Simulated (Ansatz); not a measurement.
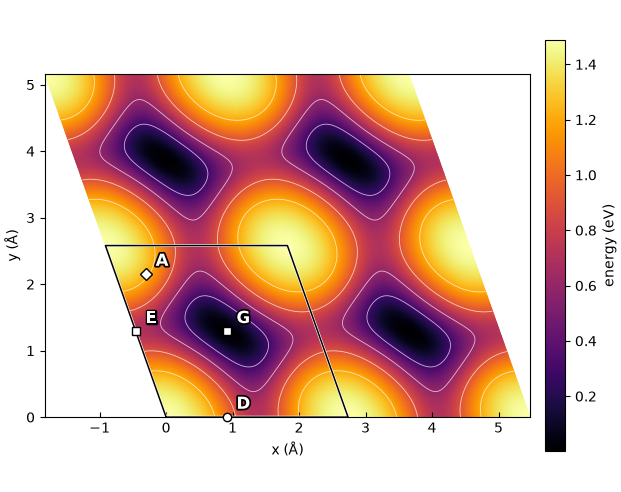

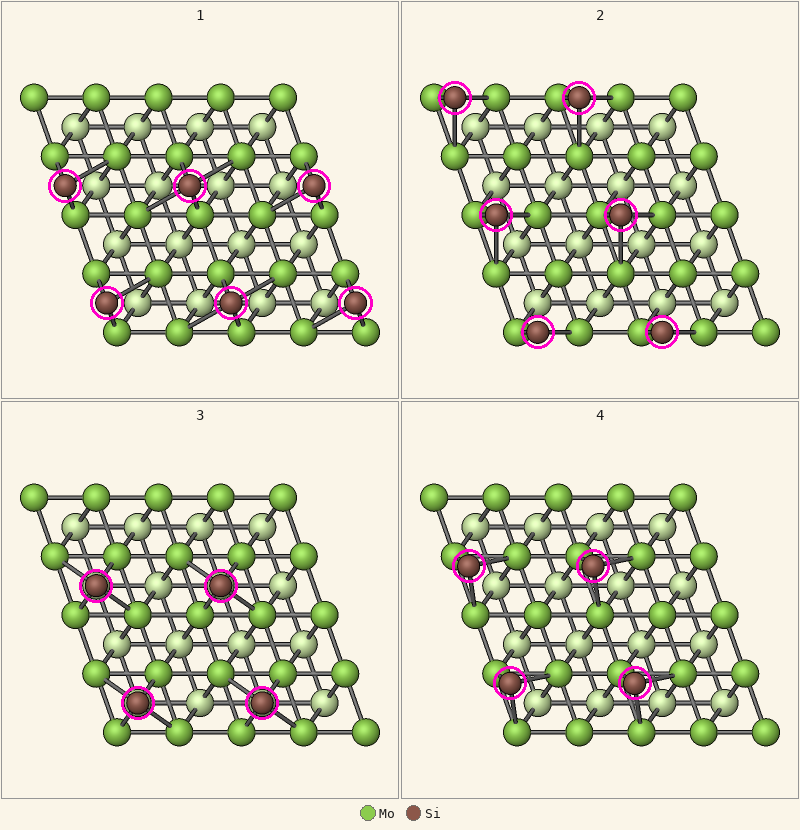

Si on a Mo(110) slab cut from the Im-3m phase, its upper half relaxed before the scan (12 atoms of substrate and one adsorbate in a 2 × 2 cell). Si is moved over the surface cell; relaxed at each place: the height of the adsorbate's atoms; substrate rigid; the origin of the map has the adsorbate above Mo9. Places are given modulo a cell vector. The map is drawn in real space over the plane of the surface. Grid: 6 × 6 points; 13 points were computed and 23 follow by symmetry. Places are given in fractions of the 1 × 1 surface cell. Energies: eV, counted from the lowest grid point. Computed with DFT PBE, scalar-relativistic, plane waves, PAW in Ansatz. Settings: cutoff 420 eV, k-mesh 5×5×1, gaussian smearing 0.1 eV, no spin polarisation.

Drawn: a smooth colour map with a few white contour lines, the outline of one cell of the 2 × 2 shown, lettered points. Between grid points the surface is interpolated. The numbered pictures are the structures at these points, in random order. Rings mark the moved atoms.

### Which structure belongs to which point?

A is structure 4: (1/6, 5/6) of the cell vectors [nearest 1 Mo at 2.32 Å], 1.23 eV; D is structure 2: (2/6, 0/6) of the cell vectors [nearest 1 Mo at 2.31 Å], 1.03 eV; E is structure 1: a bridge site between two Mo atoms, (0/6, 3/6) of the cell vectors, 0.71 eV; G is structure 3: a bridge site between two Mo atoms, over a second-layer Mo atom, (3/6, 3/6) of the cell vectors, 0.00 eV.
